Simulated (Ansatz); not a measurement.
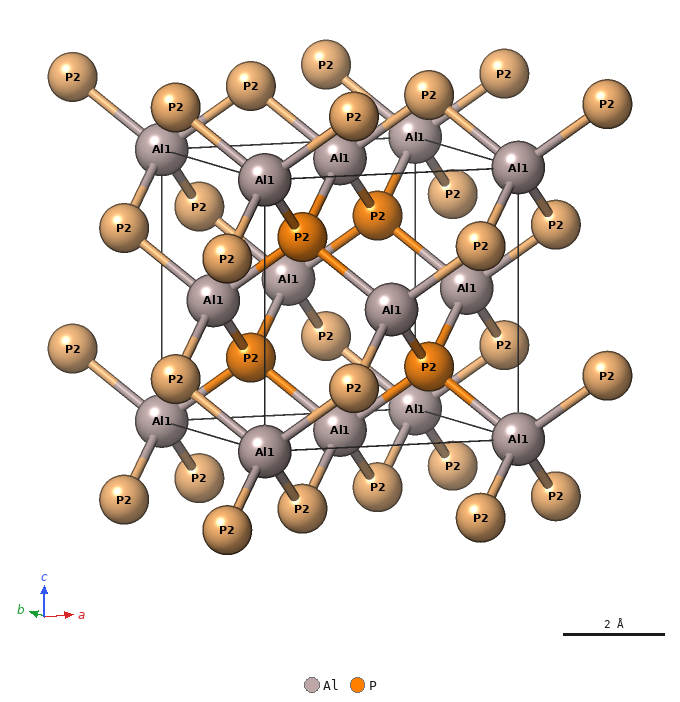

**Figure 1.** The input geometry (ball-and-stick view of the cell 4 times as large as that of the calculation, set on its symmetry axes, seen slightly off an axis; neighbours outside the cell are drawn fainter; atoms are numbered from 1 in the order of the input). Near neighbours in the crystal (not all of them lie inside the picture): Al has 4 P at 2.36 Å; P has 4 Al at 2.36 Å.

# Geometry relaxation, with input and output: AlP

- system: AlP (F-43m, 2 atoms in the cell)
- method: DFT PBE, scalar-relativistic, plane waves, PAW, no spin polarisation (Ansatz 0.2.0)

The structure derives from an entry of the Crystallography Open Database. Figures and captions count atoms from 1; the log counts them from 0 in places.

Output:
```
Engine: ansatz 0.2.0, x86_64-unknown-linux-gnu
Pseudopotentials: kind: paw
Pseudopotential: Al, paw, valence charge 3, recommended cutoff 420 eV (normal), Al.paw.azcp
Pseudopotential: P, paw, valence charge 5, recommended cutoff 420 eV (normal), P.paw.azcp
Functional definition: PBE
  parameter kappa = 0.804
  parameter beta = 0.06672455060314922
  exchange = pbe_x(kappa = kappa, mu = beta*pi^2/3)
  correlation = pbe_c(beta = beta)
Crystal: 2 atoms, lattice volume = 40.492 Å³
Basis set: ecut = 420 eV, 749 PW (Γ), exchange–correlation on 54×54×54 points (8 copies of the dense FFT grid, shifted against one another)
Bands: 8, of which v1, the nominal top of the filled ones, is band 4 counted from 1 (3 counted from 0)
Symmetry: 24 space group operations
Space group: F-43m (ITA 216), of the structure as read, at distance tolerance 3.4e-5 Å
k-points: 29 of 512 (time reversal used)
Non-local potential: Al, projectors of the file, l = 0: 2, l = 1: 2, l = 2: 1
Non-local potential: P, projectors of the file, l = 0: 2, l = 1: 2, l = 2: 2
PAW form: soft (Blöchl's): semilocal exchange-correlation on the pseudo side does not see the compensation charge
PAW one-centre angular grid: Al, 110 points (default); XC on 64 Gauss nodes
PAW one-centre angular grid: P, 110 points (default); XC on 64 Gauss nodes
Initial density: superposition of atomic densities (neutral atoms: chi_scale 0, normalization atom), corrected by the library's trained network
Initial wavefunctions: pseudopotential atomic-orbital guess
Functional: x = pbe(κ = 0.804, μ = 0.2195149727645171), c = pbe(β = 0.06672455060314922)
SCF iter   1: F=—  HF=-1294.432699 eV  |F-HF|=—  |Δ(HF+E_count)|=         —  Δρ=1.22e-3  dr2=9.77e-4  ethr=1.77e-3  ⟨swp⟩=6.4  Hψ=2242  notcnv=0
preconditioner: auto → none  [insulator: Δε(μ)=1.557 eV  Ē_g=9.995 eV  σ=0.020 eV  W_gap=1.00  n_scr=8 (ndim 8)  ℏωp=16.5 eV  f_vac=0.000  D(μ)=0.00/eV (n_scr^D=0)  ε∞_Penn≈3.7]
SCF iter   2: F=—  HF=-1294.432578 eV  |F-HF|=—  |Δ(HF+E_count)|=   1.21e-4  Δρ=3.67e-4  dr2=4.09e-5  ethr=1.22e-5  ⟨swp⟩=2.2  Hψ=666  notcnv=0
SCF iter   3: F=—  HF=-1294.432638 eV  |F-HF|=—  |Δ(HF+E_count)|=   6.02e-5  Δρ=1.51e-4  dr2=5.74e-6  ethr=5.11e-7  ⟨swp⟩=2.3  Hψ=347  notcnv=0
SCF iter   4: F=—  HF=-1294.432648 eV  |F-HF|=—  |Δ(HF+E_count)|=   9.96e-6  Δρ=1.46e-5  dr2=1.33e-7  ethr=7.18e-8  ⟨swp⟩=2.5  Hψ=349  notcnv=0
iter 5 did not close the SCF: its close was put off for the readings that it lacked (scf_convergence_deferred on its scf_iter line)
SCF iter   5: F=-1294.432648 eV  HF=-1294.432648 eV  |F-HF|=1.83e-10  |Δ(HF+E_count)|=   3.92e-8  Δρ=2.76e-6  dr2=3.50e-9  ethr=1.66e-9  ⟨swp⟩=2.4  Hψ=363  notcnv=0
SCF iter   6: F=-1294.432648 eV  HF=-1294.432648 eV  |F-HF|=2.60e-10  |Δ(HF+E_count)|=   1.55e-9  Δρ=9.64e-7  dr2=5.30e-10  ethr=4.38e-11  ⟨swp⟩=6.7  Hψ=1656  notcnv=0
SCF 1 converged in 6 iterations: F = -1294.432648 eV  dr2 = 5.30e-10
  greatest PAW one-centre occupation: 0.781 electrons in one spin orbital (limit 2), on the P atom at site 1 (counted from 0), in its partial waves of l = 0
relax step   1: F+E_penalty+E_count = -1294.43264841 eV  Δ(F+E_penalty+E_count) = +0.000e0 eV  max|allowed force component| = 1.943e-16 eV/Å  Δτ_max = 0.0000 Å  P = +2.742 GPa  Ω = 40.492 Å³  (6 SCF iters, dr2 threshold 1.00e-7 eV, accepted)
Crystal: 2 atoms, lattice volume = 41.426 Å³
Basis set: ecut = 420 eV, 869 PW (Γ), exchange–correlation on 54×54×54 points (8 copies of the dense FFT grid, shifted against one another)
Initial density: handed on by an earlier stage of this run
Initial wavefunctions: those handed on with the density
iter 1 solved again at ethr=1.32e-5 eV; its pass at ethr=3.10e-3 eV (dr2=1.06e-3 eV) is discarded
SCF iter   1: F=—  HF=-1294.442653 eV  |F-HF|=—  |Δ(HF+E_count)|=         —  Δρ=1.23e-3  dr2=1.05e-3  ethr=1.32e-5  ⟨swp⟩=2.2  Hψ=2353  notcnv=0
preconditioner: auto → none  [insulator: Δε(μ)=1.602 eV  Ē_g=9.886 eV  σ=0.020 eV  W_gap=1.00  n_scr=8 (ndim 8)  ℏωp=16.3 eV  f_vac=0.000  D(μ)=0.00/eV (n_scr^D=0)  ε∞_Penn≈3.7]
SCF iter   2: F=—  HF=-1294.442360 eV  |F-HF|=—  |Δ(HF+E_count)|=   2.93e-4  Δρ=4.52e-4  dr2=9.42e-5  ethr=1.32e-5  ⟨swp⟩=2.2  Hψ=352  notcnv=0
SCF iter   3: F=—  HF=-1294.442347 eV  |F-HF|=—  |Δ(HF+E_count)|=   1.34e-5  Δρ=1.28e-4  dr2=9.00e-6  ethr=1.18e-6  ⟨swp⟩=2.0  Hψ=321  notcnv=0
SCF iter   4: F=—  HF=-1294.442348 eV  |F-HF|=—  |Δ(HF+E_count)|=   9.55e-7  Δρ=2.79e-5  dr2=2.33e-7  ethr=1.12e-7  ⟨swp⟩=2.6  Hψ=356  notcnv=0
SCF iter   5: F=-1294.442348 eV  HF=-1294.442348 eV  |F-HF|=1.98e-9  |Δ(HF+E_count)|=   2.39e-7  Δρ=1.72e-6  dr2=1.40e-9  ethr=2.50e-9  ⟨swp⟩=10.6  Hψ=1797  notcnv=0
SCF 2 converged in 5 iterations: F = -1294.442348 eV  dr2 = 1.40e-9
  greatest PAW one-centre occupation: 0.780 electrons in one spin orbital (limit 2), on the P atom at site 1 (counted from 0), in its partial waves of l = 0
relax step   2: F+E_penalty+E_count = -1294.44234796 eV  Δ(F+E_penalty+E_count) = -9.700e-3 eV  max|allowed force component| = 6.592e-17 eV/Å  Δτ_max = 0.0000 Å  P = +0.688 GPa  Ω = 41.426 Å³  energy of the carried Pulay correction = -1.844e-4 eV  (5 SCF iters, dr2 threshold 2.00e-7 eV, accepted)
Crystal: 2 atoms, lattice volume = 41.748 Å³
iter 1 solved again at ethr=1.49e-6 eV; its pass at ethr=3.10e-3 eV (dr2=1.19e-4 eV) is discarded
SCF iter   1: F=—  HF=-1294.443041 eV  |F-HF|=—  |Δ(HF+E_count)|=         —  Δρ=4.12e-4  dr2=1.19e-4  ethr=1.49e-6  ⟨swp⟩=2.2  Hψ=2226  notcnv=0
preconditioner: auto → none  [insulator: Δε(μ)=1.626 eV  Ē_g=9.853 eV  σ=0.020 eV  W_gap=1.00  n_scr=8 (ndim 8)  ℏωp=16.3 eV  f_vac=0.000  D(μ)=0.00/eV (n_scr^D=0)  ε∞_Penn≈3.7]
SCF iter   2: F=—  HF=-1294.443007 eV  |F-HF|=—  |Δ(HF+E_count)|=   3.43e-5  Δρ=1.52e-4  dr2=1.08e-5  ethr=1.49e-6  ⟨swp⟩=2.1  Hψ=346  notcnv=0
SCF iter   3: F=—  HF=-1294.443005 eV  |F-HF|=—  |Δ(HF+E_count)|=   1.58e-6  Δρ=4.33e-5  dr2=1.06e-6  ethr=1.36e-7  ⟨swp⟩=2.1  Hψ=323  notcnv=0
SCF iter   4: F=-1294.443005 eV  HF=-1294.443005 eV  |F-HF|=2.40e-8  |Δ(HF+E_count)|=   1.09e-7  Δρ=9.57e-6  dr2=2.77e-8  ethr=2.50e-9  ⟨swp⟩=11.0  Hψ=1836  notcnv=0
SCF 3 converged in 4 iterations: F = -1294.443005 eV  dr2 = 2.77e-8
relax step   3: F+E_penalty+E_count = -1294.44300516 eV  Δ(F+E_penalty+E_count) = -6.572e-4 eV  max|allowed force component| = 6.129e-17 eV/Å  Δτ_max = 0.0000 Å  P = +0.031 GPa  Ω = 41.748 Å³  energy of the carried Pulay correction = -2.471e-4 eV  (4 SCF iters, dr2 threshold 2.00e-7 eV, accepted)
Initial wavefunctions: pseudopotential atomic-orbital guess (no wavefunctions were taken with the density)
iter 1 solved again at ethr=1.23e-7 eV; its pass at ethr=3.10e-3 eV (dr2=9.84e-6 eV) is discarded
SCF iter   1: F=—  HF=-1294.443299 eV  |F-HF|=—  |Δ(HF+E_count)|=         —  Δρ=2.43e-5  dr2=5.80e-8  ethr=1.23e-7  ⟨swp⟩=3.1  Hψ=3009  notcnv=0
preconditioner: auto → none  [insulator: Δε(μ)=1.631 eV  Ē_g=9.855 eV  σ=0.020 eV  W_gap=1.00  n_scr=8 (ndim 8)  ℏωp=16.3 eV  f_vac=0.000  D(μ)=0.00/eV (n_scr^D=0)  ε∞_Penn≈3.7]
SCF iter   2: F=—  HF=-1294.443299 eV  |F-HF|=—  |Δ(HF+E_count)|=   6.21e-7  Δρ=1.27e-5  dr2=1.44e-8  ethr=7.25e-10  ⟨swp⟩=2.3  Hψ=366  notcnv=0
SCF iter   3: F=—  HF=-1294.443299 eV  |F-HF|=—  |Δ(HF+E_count)|=   1.69e-7  Δρ=2.95e-6  dr2=1.95e-9  ethr=1.79e-10  ⟨swp⟩=2.0  Hψ=352  notcnv=0
SCF iter   4: F=—  HF=-1294.443299 eV  |F-HF|=—  |Δ(HF+E_count)|=   8.87e-9  Δρ=3.42e-7  dr2=2.47e-11  ethr=2.44e-11  ⟨swp⟩=2.0  Hψ=352  notcnv=0
SCF iter   5: F=-1294.443299 eV  HF=-1294.443299 eV  |F-HF|=1.05e-11  |Δ(HF+E_count)|=  8.46e-11  Δρ=1.21e-7  dr2=2.53e-12  ethr=1.00e-12  ⟨swp⟩=6.8  Hψ=1197  notcnv=0
SCF 4 converged in 5 iterations: F = -1294.443299 eV  dr2 = 2.53e-12
relax step   4: F+E_penalty+E_count = -1294.44329872 eV  Δ(F+E_penalty+E_count) = -2.936e-4 eV  max|allowed force component| = 4.163e-17 eV/Å  Δτ_max = 0.0000 Å  P = +0.044 GPa  Ω = 41.748 Å³  stress off target by 4.39e-2 GPa  SCF on the basis re-selected at this cell (its energy is not comparable with the rows above)  (5 SCF iters)
```

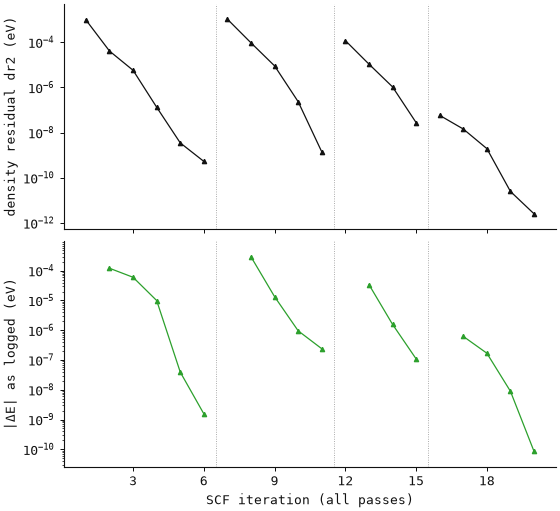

**Figure 2.** Convergence of the self-consistent field: density residual dr2 and size of the energy change against the SCF iteration. The dotted lines part the SCF passes of the relaxation: geometry steps, rejected trials and re-solves on a re-selected basis. The passes take 6, 5, 4 and 5 iterations.

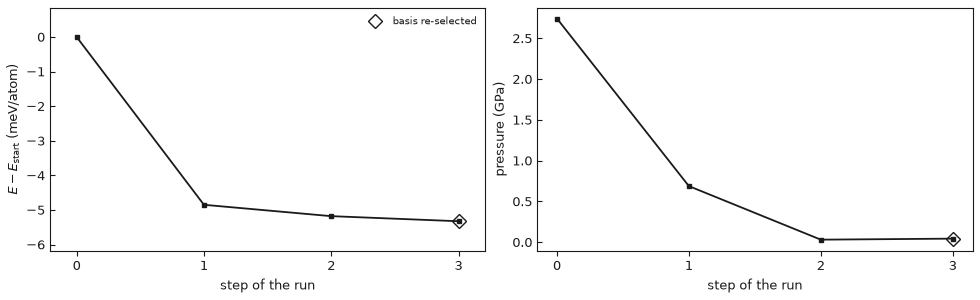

**Figure 3.** Progress of the relaxation, step by step (the first geometry is step 0 here and step 1 in the log).

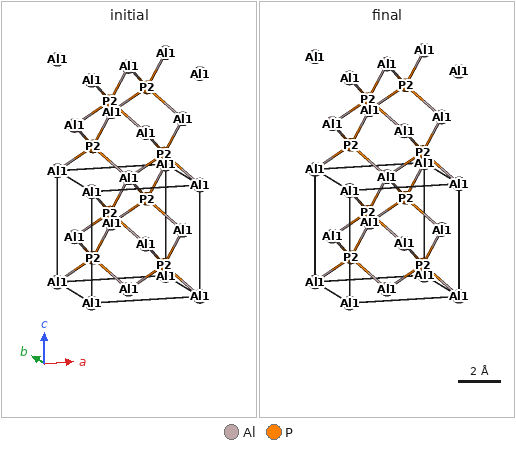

**Figure 4.** Before (left) and after (right) the relaxation, at one scale (ball-and-stick view of the cell 4 times as large as that of the calculation, set on its symmetry axes, repeated 1 × 1 × 2, seen slightly off an axis). Over 2 geometry steps the energy falls by 5.2 meV per atom. All forces vanish by symmetry, so only the cell relaxes. Pressure: 2.74 GPa at the start and 0.04 GPa at the end. No atom moves by more than 0.005 Å relative to the cell. Cell: a = b = c 5.451 → 5.507 Å (+1.0 %). Volume +3.1 %. Among the contacts that change: Al1–P2 2.360 → 2.385 Å. The space group stays F-43m (No. 216). A last SCF at the same geometry on a re-selected plane-wave basis shifts the energy by −0.1 meV per atom. (Atoms are counted from 1 in the order of the input.)

```
basis re-selected at this cell: Δ(F+E_penalty+E_count) = -2.936e-4 eV, ΔP = +0.013 GPa vs the last step (what re-selecting the basis moved, of the pressure what is left beyond the Pulay correction that the steps carried, after the strain that the cell walked since its last selection, with what the two solves' SCF thresholds leave and, on support functions, any second-order correction that the steps lacked; it is no measure of the basis error at this ecutwfc). This SCF's stress stands 4.39e-2 GPa from its target on what of the cell is left free (relax.cell.stress_tol is 5.00e-2 GPa) and its largest allowed force component is 4.16e-17 eV/Å (relax.f_tol is 5.00e-3 eV/Å): within both
SCF converged after 5 iterations
Free energy (F): -1294.443299 eV
Harris-Foulkes:  -1294.443299 eV  (|F-HF|=1.05e-11)
Internal energy: -1294.443299 eV  (E = F + TS)
E sigma→0 (E₀):  -1294.443299 eV
Fermi energy:    5.616746 eV
--- Per-component energies (eV) ---
  E_band       = 3.373886
  E_kinetic    = 93.127262
  E_local      = -84.095706  (includes V_loc(G=0)·N_el)
  E_nonlocal   = 44.434850
  E_hartree    = 25.455955
  E_xc         = -101.261567
  E_vxc        = -89.700649  (∫ρ·V_xc dr)
  E_paw        = -1036.838561  (= ΣΔE_a)
  E_vpaw       = -11.303790  (= ΣTr[D̂ρ^β])
  E_aug_tail   = 0.000001  (compensation charges beyond the density's cutoff)
  E_ewald      = -235.265533
  E_smearing   = -0.000000  (= −TS)
  E_closure    = 0.000000  (closes the sum)
  Σ components = -1294.443299   (vs F -1294.443299, Δ=0.00e0)
--- Forces (eV/Å), atoms counted from 1 ---
  atom   1  Al     0.00000000     0.00000000    -0.00000000
  atom   2  P     -0.00000000    -0.00000000     0.00000000
  max |Σ_I F_I| component: 6.48e-17 eV/Å
--- Stress (GPa, compression-positive) ---
        0.043867      -0.000000      -0.000000
       -0.000000       0.043867       0.000000
        0.000000       0.000000       0.043867
  P = ⅓ Tr σ = 0.0439 GPa (0.439 kbar)
--- Band table (eV; the first three rows and the last of 29) ---
  k-point 0: bands = ["-6.5537", "4.8012", "4.8012", "4.8012", "7.8908", "9.3284", "9.3284", "9.3284"]
  k-point 1: bands = ["-6.3865", "3.5876", "4.6571", "4.6571", "8.3641", "9.6041", "9.6041", "9.7917"]
  k-point 2: bands = ["-5.9170", "1.6764", "4.3697", "4.3697", "8.0282", "9.9116", "9.9116", "11.5724"]
  k-point 28: bands = ["-4.2564", "-0.0481", "1.7288", "2.0766", "9.1177", "10.6137", "10.9232", "11.0936"]
--- Relaxed structure (3 steps of the walk, 3 accepted, 1 SCFs on fresh bases) ---
  F+E_penalty+E_count = -1294.44329872 eV   max|allowed force component| = 4.163e-17 eV/Å   (the final SCF, on the basis selected at the relaxed cell)
  cell:  # Å, volume = 41.7482 Å³
    - [5.604909236185149e-34, 2.753400572455736, 2.753400572455736]
    - [2.753400572455736, 2.2929174148030157e-33, 2.753400572455736]
    - [2.753400572455736, 2.753400572455736, 2.5986397367767512e-33]
  atoms:
    - { symbol: Al, position: [-6.771905570981843e-34, 7.007450112581212e-34, 7.949628278978684e-34] }
    - { symbol: P, position: [0.25, 0.25, 0.25] }
```

Trajectory as extended XYZ (Å, eV, eV/Å), 4 frames, from step=1 to step=4:
```
2
Lattice="0.0000 2.7255 2.7255 2.7255 0.0000 2.7255 2.7255 2.7255 0.0000" Properties=species:S:1:pos:R:3:forces:R:3 step=1 energy=-1294.43265 pressure_GPa=2.74
Al    0.0000    0.0000    0.0000    0.0000   0.0000   0.0000
P     1.3627    1.3627    1.3627    0.0000   0.0000   0.0000
2
Lattice="0.0000 2.7463 2.7463 2.7463 0.0000 2.7463 2.7463 2.7463 0.0000" Properties=species:S:1:pos:R:3:forces:R:3 step=2 energy=-1294.44235 pressure_GPa=0.69
Al    0.0000    0.0000    0.0000    0.0000   0.0000   0.0000
P     1.3731    1.3731    1.3731    0.0000   0.0000   0.0000
2
Lattice="0.0000 2.7534 2.7534 2.7534 0.0000 2.7534 2.7534 2.7534 0.0000" Properties=species:S:1:pos:R:3:forces:R:3 step=3 energy=-1294.44301 pressure_GPa=0.03
Al    0.0000    0.0000    0.0000    0.0000   0.0000   0.0000
P     1.3767    1.3767    1.3767    0.0000   0.0000   0.0000
2
Lattice="0.0000 2.7534 2.7534 2.7534 0.0000 2.7534 2.7534 2.7534 0.0000" Properties=species:S:1:pos:R:3:forces:R:3 step=4 energy=-1294.44330 pressure_GPa=0.04
Al    0.0000    0.0000    0.0000    0.0000   0.0000   0.0000
P     1.3767    1.3767    1.3767    0.0000   0.0000   0.0000
```

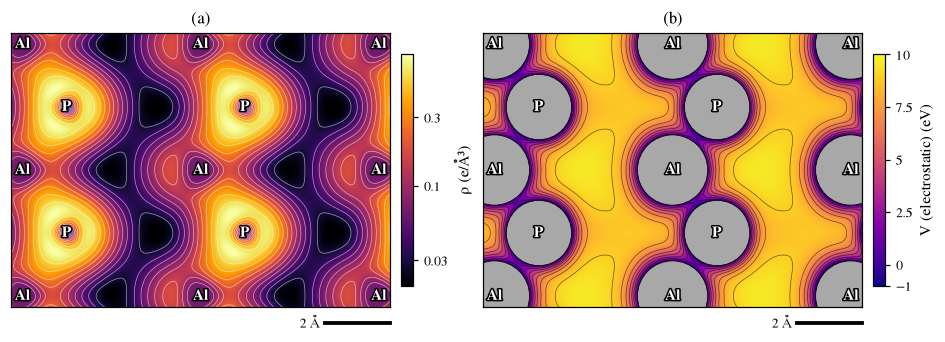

**Figure 5.** (a) valence electron density; (b) electrostatic potential energy of an electron on the (110) plane of the conventional cell. Grey discs, where drawn, cover atomic cores. Atoms in the plane: Al and P. Al–P (2.38 Å): ρ is about 0.51 e/Å³ halfway. Away from the nuclei the density in this plane falls to 0.02 e/Å³ at its lowest. Outside the cores the potential energy rises away from the atoms and is highest about 2.4 Å from the nearest atoms; outside the discs it spans about 10 eV, and its zero is arbitrary. In a PAW calculation such maps are meaningful between the atoms, not at the nuclei.

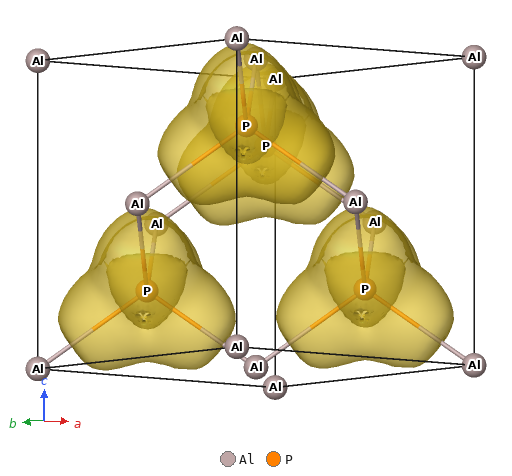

**Figure 6.** Isosurface of the electron localisation function at 0.7 (yellow), seen at an oblique angle. Only the valence region is drawn (cores and ρ < 0.01 e/Å³ removed). Sticks mark near contacts. The outline is the cell set on symmetry axes. Along the contacts the grid gives the following. Al–P (2.38 Å): the ELF peaks at about 0.95 between the atoms (localised, shared-pair bonding).

The run was set up as follows.

Input:
```yaml
crystal:
  lattice:
    - [0.0, 2.7255, 2.7255]
    - [2.7255, 0.0, 2.7255]
    - [2.7255, 2.7255, 0.0]
  atoms:
    - { symbol: Al, position: [0.0, 0.0, 0.0] }
    - { symbol: P, position: [0.25, 0.25, 0.25] }
basis:
  ecutwfc: 420
kpoints:
  mp_grid: { grid: [8, 8, 8] }
hamiltonian:
  xc: pbe
scf:
  occupations: { method: gaussian, width: 0.02 }
output:
  forces: true
  stress: true
  eigenvalues: true
  write_density: true
  write_potential: true
  elf: true
  volumetric_format: npy
relax:
  adjacent_minimum: "off"
  f_tol: 0.005
  max_steps: 80
  cell: { stress_tol: 0.05 }
```

Launched with:
```bash
ansatz run input.yaml --threads 2 --pin off --max-ram 5120MiB --backend cpu --events-out ev --progress --plain --runs-dir out
```

Summary:

```csv
quantity,value
outcome,converged
space group (tolerance 0.01 Å),F-43m (216)
electrons treated,8
free energy,−1294.4433 eV
Fermi energy,5.617 eV
gap on the k-point mesh,1.63 eV
pressure,0.04 GPa
final volume,41.75 Å³
largest force (length of the vector) at the end,under 0.001 eV/Å
final cell,"a = 3.894 Å, b = 3.894 Å, c = 3.894 Å, α = 60.00°, β = 60.00°, γ = 60.00°"
hardware,"2 threads of Intel Xeon @ 2.50GHz (Skylake/Cascade Lake), 192 GiB of memory available, shared host"
wall time,5.7 s (CPU time 10 s)
peak memory,0.37 GiB
```
